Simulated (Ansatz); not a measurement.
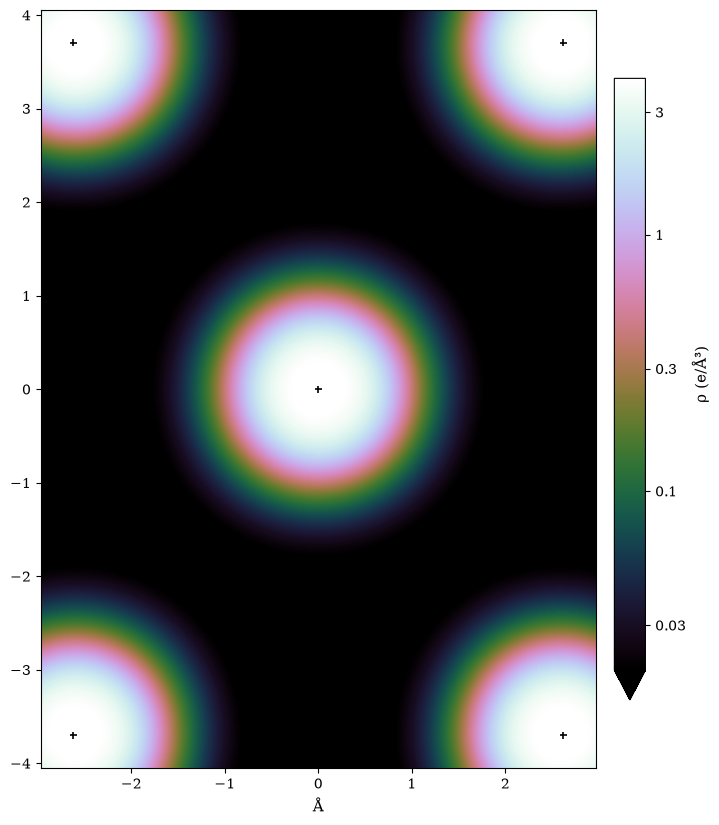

The valence pseudo-density on a plane through atoms (crosses mark nuclei in the plane).

Level of theory: DFT, PBE, PAW with Ansatz's default frozen-core files, scalar-relativistic in Ansatz 0.2.0.

Candidates:
A. K, a = 5.24 Å, b = 5.24 Å, c = 5.24 Å, α = 90.00°, β = 90.00°, γ = 90.00°. Space group Im-3m; computed without spin polarisation; the program warned that the cutoff is below the recommended one.
B. CuO, a = 4.52 Å, b = 4.52 Å, c = 4.52 Å, α = 90.00°, β = 90.00°, γ = 90.00°. Space group F-43m; computed without spin polarisation.
C. Ga2O3, a = 3.02 Å, b = 3.02 Å, c = 7.52 Å, α = 90.00°, β = 90.00°, γ = 120.00°. Space group P-3m1.

Which system is this?

Candidate A: K on the (11̄0) plane of the conventional cell, which holds K. K–K (4.53 Å): ρ is about 0.02 e/Å³ halfway.
